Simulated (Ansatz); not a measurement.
Read the following structure.

```
Pb S
1.0
     4.22532    0.00000    0.00000
    -2.11266    3.65924    0.00000
     0.00000    0.00000   10.35575
Pb S
3 3
Direct
  0.66667 0.33333 0.31390
  0.33333 0.66667 0.64723
  0.00000 0.00000 0.98057
  0.33333 0.66667 0.14170
  0.00000 0.00000 0.47504
  0.66667 0.33333 0.80837
```

Question: Before looking at a picture, describe the arrangement of atoms.

Answer: The formula is PbS. Space group: R3m (No. 160). Lattice: rhombohedral (trigonal R). The cell has 6 atoms, namely 3 Pb, 3 S. The polyhedra are PbS6 octahedra; they share corners and edges. Each Pb atom is coordinated by six S in an octahedral arrangement at 2.96 to 3.02 Å. S bonds to six Pb in an octahedral arrangement at 2.96 to 3.02 Å. The bonds build a three-dimensional framework.

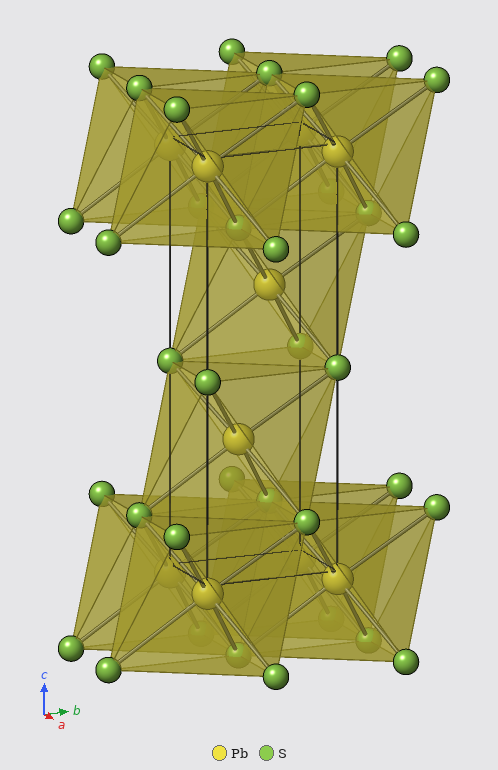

Crystal structure, polyhedral style, seen slightly off an axis. The conventional unit cell is outlined; an atom on or near a face, edge or corner is repeated at each equivalent position. Some neighbours outside the box are added.

Starting structure: a structure listed in the Materials Project. Earlier steps of the study may have refined or changed the cell and positions. It went into a calculation with Ansatz.
